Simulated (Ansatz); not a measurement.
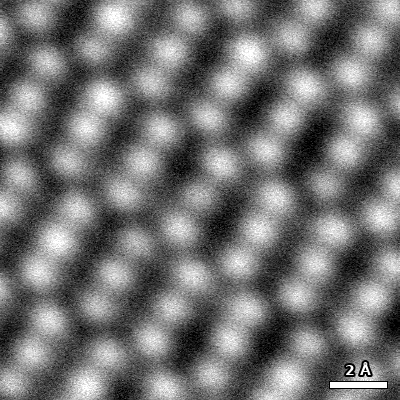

Phase-contrast TEM-like image of Al (P6/mmm, No. 191) along [101]. Simulated in the weak-phase-object approximation with neutral-atom potentials: 80 kV, Cs = −15 µm, defocus +95 Å (negative is underfocus), defocus spread 15 Å, aperture 0.83 1/Å. Shot noise, a slight drift and the speckle of an amorphous layer were added. Model: the geometry relaxed with DFT, PBE, plane waves (420 eV) with PAW, scalar-relativistic in Ansatz; the starting structure was generated, so it need not be a known form of this composition.

What point resolution do these settings give, and which lattice spacings pass?

About 1.2 Å (0.66 |Cs|^(1/4) λ^(3/4) with λ = 0.0418 Å). The spacings that carry visible contrast are {101} at 2.31 Å, {111} at 1.78 Å, {211} at 1.33 Å, {300} at 1.32 Å, {112} at 1.21 Å.

Do the atom columns appear dark or bright, and why?

Bright. With negative Cs and overfocus sin χ is positive over the pass band, so the strongest columns (Al) come out brighter than the background.
